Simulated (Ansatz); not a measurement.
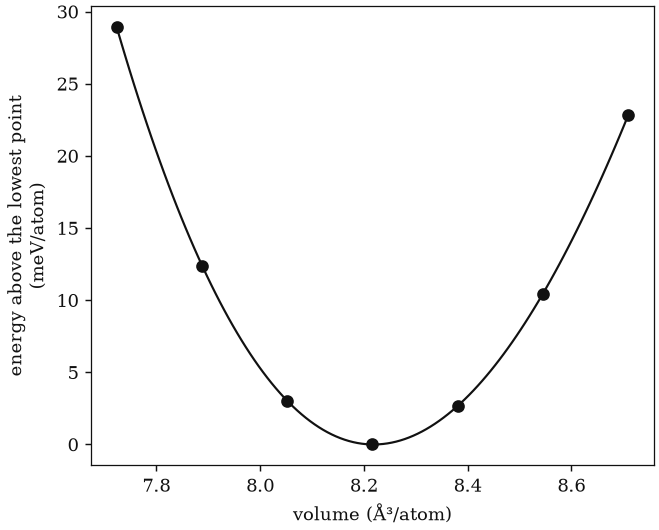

Plotted: energy above the lowest point against volume for MnO₂, space group Fm-3m (No. 225) (one of a set of cubic test structures, which need not be the stable phase).

How it was computed, with Ansatz 0.2.0 development build: equation of state of a cubic crystal from periodic Kohn-Sham density functional theory without spin, third-order Birch-Murnaghan fit to the free energies; pressure corrected for the finite basis. Level: PBE.

structure type fluorite; atoms in cell 3; space group number 225; lattice centring face-centred primitive; k mesh 14×14×14; occupation method Fermi–Dirac; occupation width 0.06123 eV; wave cutoff 420 eV; datasets soft-1 PAW; density tolerance 1e−07 eV; bands 18; density cutoff ratio 4; search for lower states default.

From this curve and the settings, what does the calculation give for the pressure at the same points?

The pressure falls from 19.8 GPa at volume 7.7235 Å³/atom to −14.1 GPa at 8.7095 Å³/atom, and changes sign near 8.22 Å³/atom.

```csv
volume (Å³/atom),pressure (GPa)
7.7235,19.8
7.8878,12.5
8.0522,5.9
8.2165,0.1
8.3808,-5.2
8.5451,-9.9
8.7095,-14.1
```

Caveats: cubic model structure, not the ambient form; modest k-mesh, values are not fully converged in k; no spin polarisation, a magnetic state may lie lower.
